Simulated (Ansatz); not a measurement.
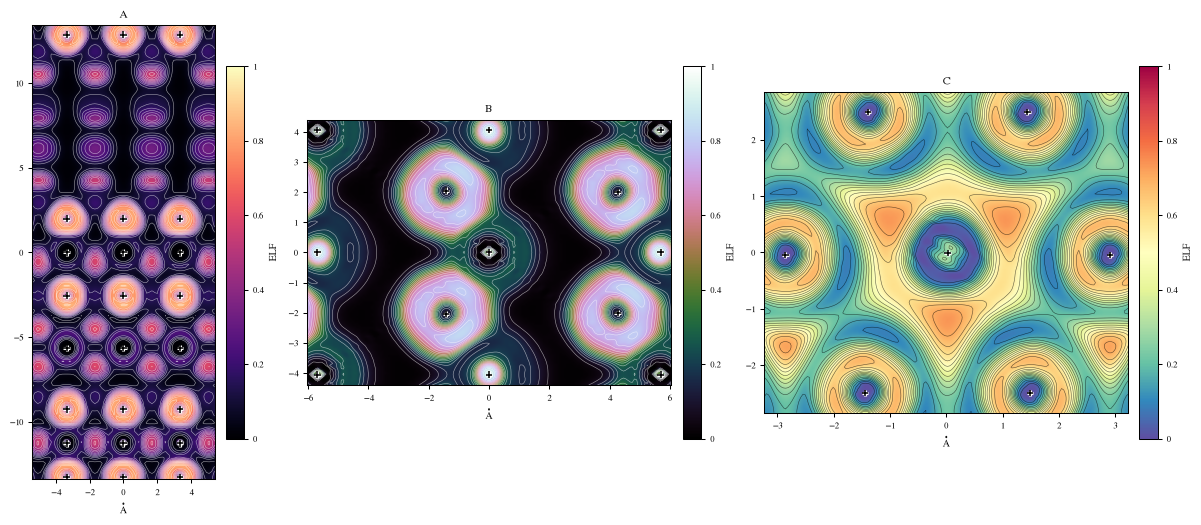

The electron localisation function of 3 systems, each on a plane through atoms (crosses mark nuclei in the plane).

Computed with Ansatz 0.2.0, DFT PBE, scalar-relativistic, plane waves, PAW.

System 1: GaCuSe$_{2}$, the (110) plane of the conventional cell. Space group I-42d; changed on purpose from its base cell (volume × 1.03, shape and atoms relaxed); computed without spin polarisation.

```
Ga Cu Se
1.0
     5.72724    0.00000    0.00000
     0.00000    5.72724    0.00000
     0.00000    0.00000   11.37685
Ga Cu Se
4 4 8
Cartesian
  0.0000 0.0000 5.6884
  2.8636 2.8636 0.0000
  2.8636 0.0000 2.8442
  0.0000 2.8636 8.5326
  0.0000 0.0000 0.0000
  2.8636 2.8636 5.6884
  0.0000 2.8636 2.8442
  2.8636 0.0000 8.5326
  1.3987 1.4318 1.4221
  4.2623 4.2954 7.1105
  4.2954 1.4649 4.2663
  1.4318 4.3285 9.9547
  1.4649 1.4318 7.1105
  4.3285 4.2954 1.4221
  1.4318 4.2623 4.2663
  4.2954 1.3987 9.9547
```

System 2: ZnInGaO$_{4}$, the (100) plane of the conventional cell. Space group R3m; a structure from a database of computed crystals, not necessarily the ambient phase.

```
Zn In Ga O
1.0
     3.35619    0.00000    0.00000
    -1.67809    2.90654    0.00000
     0.00000    0.00000   26.11104
Zn In Ga O
3 3 3 12
Direct
  0.00000 0.00000 0.21881
  0.66667 0.33333 0.55214
  0.33333 0.66667 0.88547
  0.00000 0.00000 0.00308
  0.66667 0.33333 0.33641
  0.33333 0.66667 0.66974
  0.66667 0.33333 0.12039
  0.33333 0.66667 0.45372
  0.00000 0.00000 0.78705
  0.00000 0.00000 0.29527
  0.66667 0.33333 0.62860
  0.33333 0.66667 0.96194
  0.66667 0.33333 0.04457
  0.33333 0.66667 0.37790
  0.00000 0.00000 0.71123
  0.00000 0.00000 0.12104
  0.66667 0.33333 0.45437
  0.33333 0.66667 0.78770
  0.66667 0.33333 0.19686
  0.33333 0.66667 0.53019
  0.00000 0.00000 0.86353
```

System 3: Ti$_{3}$Al, the (001) plane of the conventional cell. Space group P6₃/mmc; computed without spin polarisation.

```yaml
crystal:
  lattice:
    - [5.76504, 0.00000, 0.00000]
    - [-2.88252, 4.99267, 0.00000]
    - [0.00000, 0.00000, 4.65743]
  atoms:
    - { symbol: Ti, position: [0.83047, 0.16953, 0.25000] }
    - { symbol: Ti, position: [0.66094, 0.83047, 0.75000] }
    - { symbol: Ti, position: [0.83047, 0.66094, 0.25000] }
    - { symbol: Ti, position: [0.16953, 0.83047, 0.75000] }
    - { symbol: Ti, position: [0.33906, 0.16953, 0.25000] }
    - { symbol: Ti, position: [0.16953, 0.33906, 0.75000] }
    - { symbol: Al, position: [0.33333, 0.66667, 0.25000] }
    - { symbol: Al, position: [0.66667, 0.33333, 0.75000] }
```

Which map belongs to which system?

Panel A is system 2, ZnInGaO$_{4}$: the plane holds Zn, In, Ga and O. Zn–O (2.00 Å): the ELF peaks at about 0.85 in the valence shell of O, 0.6 Å from its nucleus, and is about 0.25 at the midpoint; no localised pair shows between them. Panel B is system 1, GaCuSe$_{2}$: the plane holds Ga, Cu and Se. Cu–Se (2.46 Å): the ELF is about 0.50 at the midpoint. Panel C is system 3, Ti$_{3}$Al: the plane holds Ti and Al. Ti–Ti (2.83 Å): the ELF is about 0.25 at the midpoint (no shared electron pair shows on this line).
